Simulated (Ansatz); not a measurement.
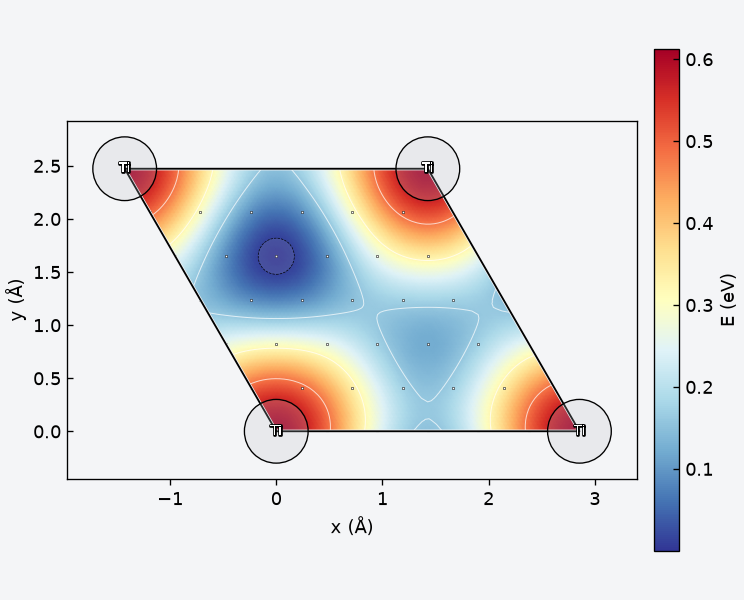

Si on a Ti(111) slab cut from the Fm-3m phase, its upper half relaxed before the scan (12 atoms of substrate and one adsorbate in a 2 × 2 cell). Si is moved over the surface cell at a fixed height above a rigid substrate; the origin of the map has the adsorbate above Ti9; the height is held at 2.20 Å. Places are given modulo a cell vector. The map is drawn in real space over the plane of the surface. The scan uses a 6 × 6 grid; 10 points were computed and 26 follow by symmetry. Places are given in fractions of the 1 × 1 surface cell. Energies are in eV, from the lowest grid point. The runs have no spin polarisation, so an open-shell adsorbate far from the surface lies too high. At a fixed height the lowest place need not be the adsorption site. These are results of DFT PBE+D3(BJ), scalar-relativistic, plane waves, PAW in Ansatz 0.2.0, not measurements. Settings: cutoff 420 eV, k-mesh 6×6×1, gaussian smearing 0.1 eV, no spin polarisation.

In the figure: a smooth colour map with a few white contour lines, dots at the grid points, labelled circles for the atoms of the top layer and small ones for the second layer, the outline of one cell of the plane. Between grid points the surface is interpolated.

The lowest grid point is at a threefold hollow over a second-layer Ti atom, (2/6, 4/6) of the cell vectors. A higher local minimum lies near a threefold hollow over a third-layer Ti atom, (4/6, 2/6) of the cell vectors (0.122 eV above the lowest at that grid point). The highest grid point, the top site over a surface Ti atom, (0/6, 0/6) of the cell vectors, lies 0.612 eV above the lowest. On the interpolated surface the easiest way out of the lowest well to the well at a threefold hollow over a third-layer Ti atom, (4/6, 2/6) of the cell vectors passes a barrier of about 0.16 eV. At the lowest point the adsorbate has 3 Ti at 2.75 Å as nearest neighbours, at the highest 1 Ti at 2.20 Å.

The scan is repeated with another setting: the height is held at 3.10 Å; all else is set up alike.

**How does the landscape change?**

The minimum (interpolated where it lies between grid points) moves from a threefold hollow over a second-layer Ti atom, (2/6, 4/6) of the cell vectors to the top site over a surface Ti atom, (0/6, 0/6) of the cell vectors. The highest place moves from the top site over a surface Ti atom, (0/6, 0/6) of the cell vectors to a threefold hollow over a third-layer Ti atom, (4/6, 2/6) of the cell vectors. The span from the lowest to the highest grid point shrinks from 0.612 to 0.092 eV. The easiest pass out of the lowest well goes from about 0.16 to about 0.057 eV on the interpolated surfaces. In the new map: at the lowest point the adsorbate has 1 Ti at 3.10 Å as nearest neighbours, at the highest 3 Ti at 3.51 Å.

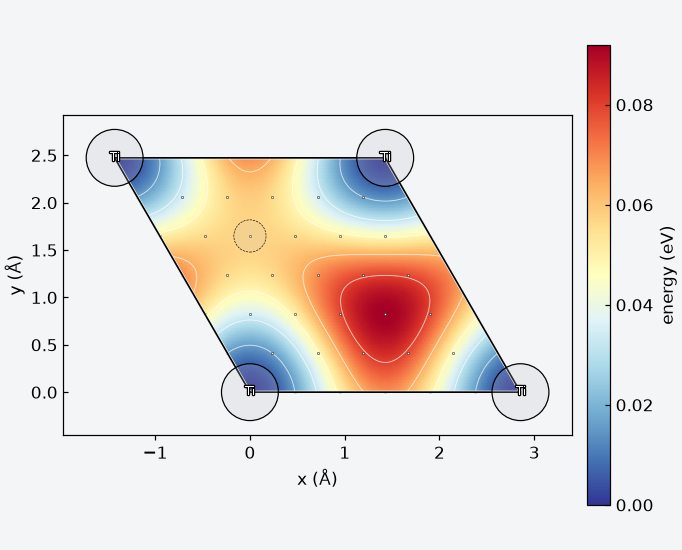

The map after the change, on a colour scale of its own. Drawn: a smooth colour map with a few white contour lines, dots at the grid points, labelled circles for the atoms of the top layer and small ones for the second layer, the outline of one cell of the plane. Between grid points the surface is interpolated.

PAW datasets: the set soft_1.
